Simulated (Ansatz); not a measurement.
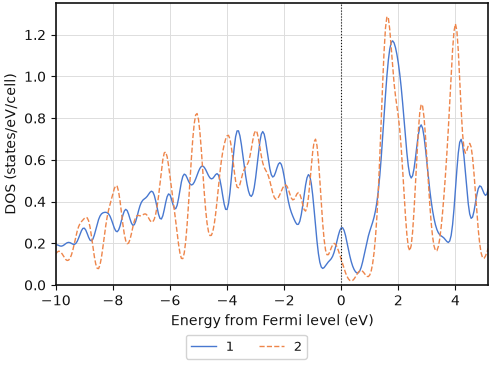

Densities of states of two runs on Be, space group P6_3/mmc (No. 194), 2 atoms in the cell, each from its own Fermi level, built from the levels of each run's k mesh with Gaussians 0.4 eV wide, which blur the band edges.

Input of the base run:

```
crystal:
  lattice:
    - [2.33582025, 0.0, 0.0]
    - [-1.16791013, 2.02288004, 0.0]
    - [0.0, 0.0, 3.64026546]
  atoms:
    - { symbol: Be, position: [0.33333, 0.66667, 0.25] }
    - { symbol: Be, position: [0.66666, 0.33333, 0.75] }
  symmetry: { tolerance: 0.0003 }
kpoints:
  mp_grid: { grid: [9, 9, 5], shift: [0, 0, 0] }
magnetization:
  spin_polarized: false
scf:
  occupations: { method: fermi_dirac, width: 0.0106 }
hamiltonian:
  pseudopotentials: { kind: paw }
  xc: lda
basis:
  ecutwfc: 420
output:
  forces: true
  stress: true
  eigenvalues: true
```

Run as:
```bash
ansatz run input.yaml --threads 1 --pin off --max-ram 2560MiB --backend cpu --events-out ev --progress --plain --runs-dir out
```

The second run changes kpoints.mp_grid.shift from [0, 0, 0] to [0.5, 0.5, 0.5] and scf.algorithm from the default to direct_min.

### Which curve is the changed run?

Curve 1. The base run has no gap on its mesh; the changed run has a gap of 0.15 eV on its mesh. The shifted mesh leaves out Γ and other symmetric points, so it misses a band edge and overstates the gap. The free energy rises by 6.8 meV an atom.
